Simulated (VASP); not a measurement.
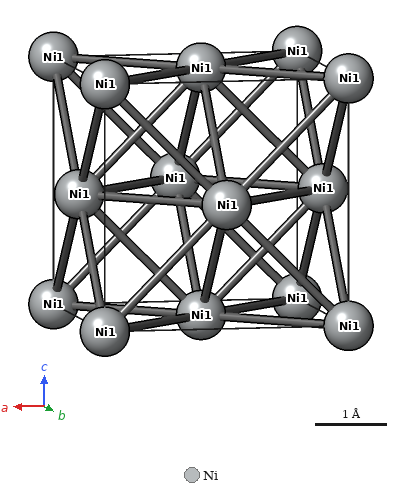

The structure (ball-and-stick view of the cell 4 times as large as that of the calculation, set on its symmetry axes, seen at an oblique angle; atoms are numbered from 1 in the order of the input).

## Two runs on Ni

System: Ni (Fm-3m, 1 atom in the cell).
Method of run A: Kohn-Sham DFT of a periodic cell, PBE, VASP PAW PBE potentials, recommended, spin-polarised (VASP 6.6.1).

The structure derives from an entry of the Crystallography Open Database. 

### INCAR, run A
```
SYSTEM = Ni
PREC = Accurate
ENCUT = 200
EDIFF = 1E-7
ISMEAR = 0
SIGMA = 0.1
LREAL = .FALSE.
LASPH = .TRUE.
NELM = 150
ALGO = Normal
ISIF = 2
LWAVE = .FALSE.
LCHARG = .FALSE.
ISPIN = 2
MAGMOM = 0.8
LORBIT = 11
LMAXMIX = 4
GGA = PE
```

### KPOINTS, run A
```
Automatic mesh
0
G
  14 14 14
  0 0 0
```

### POSCAR, run A
```
Ni
1.0
    0.0000000000      1.7619350000      1.7619350000
    1.7619350000      0.0000000000      1.7619350000
    1.7619350000      1.7619350000      0.0000000000
Ni
1
Direct
    0.0000000000      0.0000000000      0.0000000000
```

Command:
```bash
cat potpaw_PBE.64/Ni/POTCAR > POTCAR
mpirun -np 1 vasp_std > vasp.out
```

Hardware: 1 thread of Intel Xeon (Emerald Rapids), 192 GiB of memory available, shared host.

### OSZICAR and lines of OUTCAR (run A)
```
N       E                     dE             d eps       ncg     rms          rms(c)
DAV:   1     0.593166317697E+01    0.59317E+01   -0.28778E+03  4065   0.602E+02
DAV:   2    -0.638282029660E+01   -0.12314E+02   -0.11841E+02  3812   0.953E+01
DAV:   3    -0.644615009697E+01   -0.63330E-01   -0.63309E-01  4308   0.773E+00
DAV:   4    -0.644627202148E+01   -0.12192E-03   -0.12192E-03  4065   0.324E-01
DAV:   5    -0.644627280131E+01   -0.77983E-06   -0.77856E-06  4151   0.225E-02    0.115E+01
DAV:   6    -0.533625131674E+01    0.11100E+01   -0.21454E+01  3867   0.530E+01    0.488E+00
DAV:   7    -0.499687881647E+01    0.33937E+00   -0.27566E+00  3874   0.174E+01    0.118E+00
DAV:   8    -0.499214323647E+01    0.47356E-02   -0.65567E-03  4177   0.645E-01    0.608E-01
DAV:   9    -0.499095016028E+01    0.11931E-02   -0.52894E-04  4483   0.156E-01    0.247E-01
DAV:  10    -0.499069914452E+01    0.25102E-03   -0.33811E-04  4758   0.129E-01    0.227E-02
DAV:  11    -0.499070915890E+01   -0.10014E-04   -0.49801E-06  4027   0.237E-02    0.163E-02
DAV:  12    -0.499070991432E+01   -0.75542E-06   -0.20100E-07  3700   0.498E-03    0.795E-03
DAV:  13    -0.499070704779E+01    0.28665E-05   -0.19696E-07  1944   0.374E-03    0.876E-04
DAV:  14    -0.499070699190E+01    0.55889E-07   -0.10917E-08  1929   0.104E-03
   1 F= -.49907070E+01 E0= -.49847221E+01  d E =-.119698E-01  mag=     0.5420
[... from OUTCAR:]
  free energy    TOTEN  =        -4.99070699 eV
  energy without entropy =       -4.97873720  energy(sigma->0) =       -4.98472210
 E-fermi :   8.9165     XC(G=0): -13.1778     alpha+bet :-16.3731
  free  energy   TOTEN  =        -4.9907069919 eV
  energy  without entropy=       -4.9787372001  energy(sigma->0) =       -4.98472210
```

The input of run B differs as follows (lines with − go, lines with + come):
```diff
-ENCUT = 200
+ENCUT = 700
```

Predict how the results change.

The free energy of run B is 480.5 meV per atom lower, which measures how much it depends on this numerical setting. The net moment of the cell goes from 0.54 to 0.59 μB. The pressure goes from −120.68 to −1.11 GPa. More plane waves can only lower the energy of a fixed Hamiltonian, so the higher cutoff gives the lower value. The lower cutoff gives the lower pressure, as an incomplete plane-wave basis does (Pulay stress). The number of SCF iterations is the same. The plane waves at Γ go from 76.0 to 475.0. On the same kind of shared host run B took about 2.3 times as long.

### OSZICAR and lines of OUTCAR (run B)
```
N       E                     dE             d eps       ncg     rms          rms(c)
DAV:   1     0.278525830701E+02    0.27853E+02   -0.58317E+03  3768   0.179E+03
DAV:   2    -0.595313208949E+01   -0.33806E+02   -0.32654E+02  3794   0.185E+02
DAV:   3    -0.649799354936E+01   -0.54486E+00   -0.54314E+00  4469   0.309E+01
DAV:   4    -0.650307947502E+01   -0.50859E-02   -0.50852E-02  4251   0.259E+00
DAV:   5    -0.650321196094E+01   -0.13249E-03   -0.13248E-03  4412   0.359E-01    0.995E+00
DAV:   6    -0.582440150488E+01    0.67881E+00   -0.17018E+01  3915   0.683E+01    0.619E+00
DAV:   7    -0.548908381456E+01    0.33532E+00   -0.29140E+00  3949   0.264E+01    0.187E+00
DAV:   8    -0.547431801410E+01    0.14766E-01   -0.15886E-02  5375   0.146E+00    0.964E-01
DAV:   9    -0.547184400112E+01    0.24740E-02   -0.15732E-03  5412   0.397E-01    0.254E-01
DAV:  10    -0.547121810490E+01    0.62590E-03   -0.92755E-04  5305   0.285E-01    0.472E-02
DAV:  11    -0.547122365394E+01   -0.55490E-05   -0.11311E-05  3998   0.511E-02    0.197E-02
DAV:  12    -0.547122361774E+01    0.36196E-07   -0.18214E-06  4767   0.133E-02    0.427E-03
DAV:  13    -0.547122331881E+01    0.29893E-06   -0.49844E-08  2122   0.246E-03    0.112E-03
DAV:  14    -0.547122336317E+01   -0.44363E-07   -0.81896E-09  1937   0.133E-03
   1 F= -.54712234E+01 E0= -.54661295E+01  d E =-.101877E-01  mag=     0.5930
[... from OUTCAR:]
  free energy    TOTEN  =        -5.47122336 eV
  energy without entropy =       -5.46103566  energy(sigma->0) =       -5.46612951
 E-fermi :   9.2965     XC(G=0): -13.2227     alpha+bet :-16.3731
  free  energy   TOTEN  =        -5.4712233632 eV
  energy  without entropy=       -5.4610356551  energy(sigma->0) =       -5.46612951
```

### The two runs side by side

```tsv
quantity	run A	run B
outcome	converged	converged
free energy per atom (eV)	−4.9907	−5.4712
energy per atom, smearing taken to zero (eV)	−4.9847	−5.4661
gap on the mesh (eV)	0.00	0.00
net moment of the cell (μB)	0.54	0.59
pressure (GPa)	−120.68	−1.11
largest force (eV/Å)	0.000	0.000
SCF iterations	14	14
irreducible k-points	104	104
plane waves at Γ	76	475
```

For run A: The cell is under a tension of 121 GPa at this level, so it is not at its equilibrium volume.
